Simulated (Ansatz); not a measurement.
Consider Ta.

Input file:

```
crystal:
  lattice:
    - [2.9003720726, 0.0, 0.0]
    - [-1.4501860363, 2.5117958953, 0.0]
    - [0.0, 0.0, 5.166274]
  atoms:
    - { symbol: Ta, position: [0.7562440087, 0.5124880174, 0.75] }
    - { symbol: Ta, position: [0.3333333333, 0.6666666667, 0.25] }
basis:
  ecutwfc: 500
kpoints:
  mp_grid: { grid: [18, 18, 10] }
hamiltonian:
  xc: r2scan
scf:
  occupations: { method: gaussian, width: 0.15 }
output:
  forces: true
  stress: true
  eigenvalues: true
  write_density: true
  write_potential: true
  elf: true
  volumetric_format: npy
```

Run with:

```sh
ansatz run input.yaml --threads 1 --pin off --max-ram 2560MiB --backend cpu --events-out ev --progress --plain --runs-dir out
```

Below, planes, directions and counts refer to the conventional cell (a = 2.90 Å, b = 5.02 Å, c = 5.17 Å, α = 90.00°, β = 90.00°, γ = 90.00°).

Space group Cmcm; a structure from a database of computed crystals, not necessarily the ambient phase; changed on purpose from its base cell (atom 1 (Ta) moved by (+0.450, +0.000) A along y and z); not relaxed (largest force 0.6 eV/Å); computed pressure about −4 GPa in this cell.

Method: DFT r2SCAN, scalar-relativistic, plane waves, PAW in Ansatz 0.2.0.

Predict the valence pseudo-density and electron localisation function between the atoms.

Ta–Ta (2.90 Å): the density is about 0.3 e/Å³ at the midpoint; the ELF is about 0.30 at the midpoint: no localised pair shows between them.

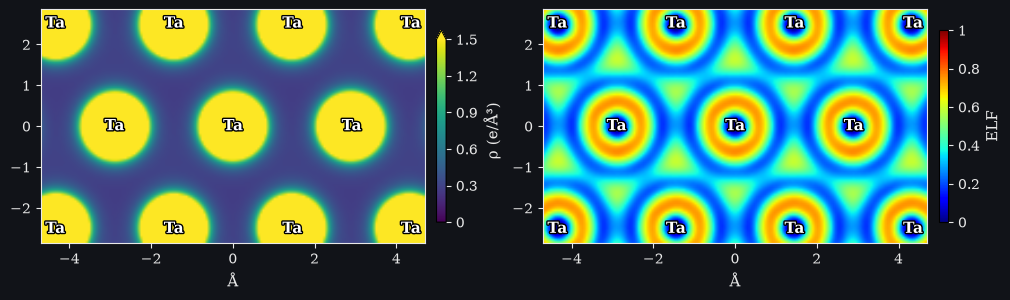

Computed valence pseudo-density and electron localisation function on the (001) plane of the conventional cell, in this order. 

Core electrons are frozen (PAW), and the valence fields are smoothed inside the atomic spheres.
